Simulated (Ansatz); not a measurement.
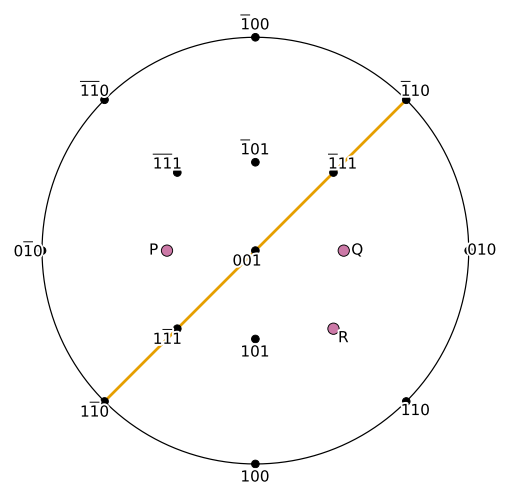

Crystal: K₂S, the input geometry of an electronic-structure calculation (not necessarily at equilibrium); the starting structure was generated, so it need not be a known form of this composition. Stereographic projection of plane normals (upper hemisphere) centred on (0 0 1). All values are computed from the atomic coordinates in the standard setting (tolerance 0.002 Å).

a = 7.406 Å, b = 7.406 Å, c = 7.406 Å, α = 90.00°, β = 90.00°, γ = 90.00°.

Index the poles marked P, Q, R.

P is (0 −1 1), 45.0° from the centre; Q is (0 1 1), 45.0° from the centre; R is (1 1 1), 54.7° from the centre.

Which zone does the coloured great circle trace?

The zone [1 1 0]: its poles satisfy h + k = 0.

What is the angle between the normals of (1 1 1) and (1 1 0), and what are their d_hkl = 1/|g|?

35.3°; d = 4.276 Å and 5.236 Å.
